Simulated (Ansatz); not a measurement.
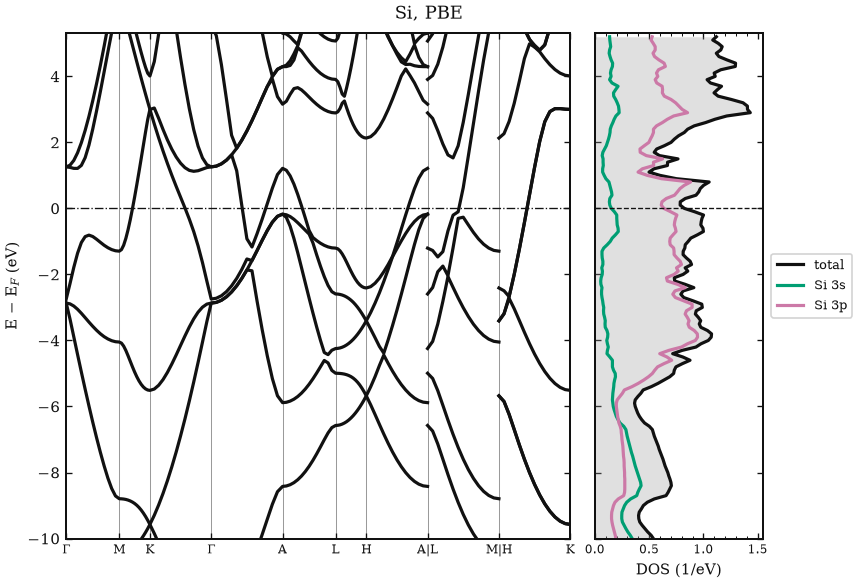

Band structure and density of states of Si, space group P6/mmm, 2 atoms in the cell. Computed with Ansatz 0.2.0: DFT PBE, scalar-relativistic, plane waves, PAW, no spin polarisation, 15×15×20 k mesh, Gaussian smearing of 0.1 eV. Energies are counted from the Fermi level. The partial curves are projected on Löwdin-orthogonalised atomic shells.

A metal: 2 bands cross the Fermi level along this path. Bands cross the Fermi level on M–K, K–Γ, Γ–A, A–L, H–A, L–M and H–K, and not on Γ–M and L–H. At K the nearest levels lie 5.51 eV below and 3.00 eV above the Fermi level. The density of states at the Fermi level is about 0.86 per eV and cell (mean within 0.25 eV), or 0.43 per atom.

The structure is an invented one, so it need not be a known or stable phase.
